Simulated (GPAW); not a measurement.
BP (F-43m): refractive index against wavelength

The refractive index of BP (F-43m) below the direct gap (3.38 eV on the mesh) is read from one computed spectrum, n = √(Re ε).

Cell: a, b, c = 3.209, 3.209, 3.209 Å (primitive vectors), 2 atoms.

Method: GPAW 26.7.0, LDA, RPA, k-mesh 16×16×16, local fields up to 30 eV, Lorentzian half width 0.1 eV.

Launch of the response step: `OMP_NUM_THREADS=1 python df.py`. The run took 28 s, its band step included, on 1 thread of Arm Neoverse V1 (shared host).

```tsv
wavelength (nm)	photon energy E (eV)	n
1550	0.800	3.0387
1310	0.946	3.0493
1064	1.165	3.0688
850	1.459	3.1027
700	1.771	3.1500
633	1.959	3.1850
532	2.331	?
```

In the single-oscillator model n² − 1 = E₀E_d/(E₀² − E²), so 1/(n² − 1) = E₀/E_d − E²/(E₀E_d) is linear in E².

Working, on the rows shown:

| x = E² (eV²) | y = 1/(n² − 1) |
| --- | --- |
| 0.639837 | 0.121452 |
| 0.895757 | 0.120508 |
| 1.35784 | 0.1188 |
| 2.12762 | 0.115919 |
| 3.13716 | 0.112076 |
| 3.83641 | 0.109359 |

Means: x̄ = 1.9991, ȳ = 0.11635. Σ(x − x̄)(y − ȳ) = -0.03086, Σ(x − x̄)² = 8.164. Slope = -0.03086 / 8.164 = -0.00378; intercept = ȳ − slope · x̄ = 0.12391. Turned back into n, the line misses the rows shown by at most 0.00064.

Question: Predict the last column of the withheld row from the fit.

Answer: At x = 5.4314 the line gives y = 0.10338, that is 3.2670. The run gave 3.2728, so the extrapolation is off by 0.0058, 2 % of the range in the table.

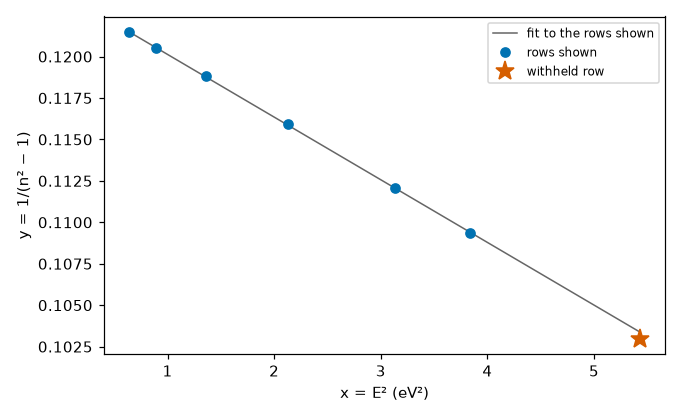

Refitted with all rows, the slope is -0.003845 and the intercept 0.12401. These give E₀ = √(intercept/−slope) = 5.68 eV and E_d = E₀/intercept = 45.8 eV; E₀ is 1.7 times the direct gap. The electronic limit at long wavelengths, without lattice vibrations, is n = √(1 + 1/intercept) = 3.011. Excitons are left out; LDA gaps are as a rule too small. The values come from a sum over the points of one k-mesh and carry its error, which grows as the direct gap shrinks. The local-field cutoff holds few shells of reciprocal vectors for this small cell, so ε∞ can read a few per cent high.

[Logs are printed without paths, hosts, clocks, repeated set-up lines and the standing remarks that a program may print on its own settings, such as how far it seeks lower states.]
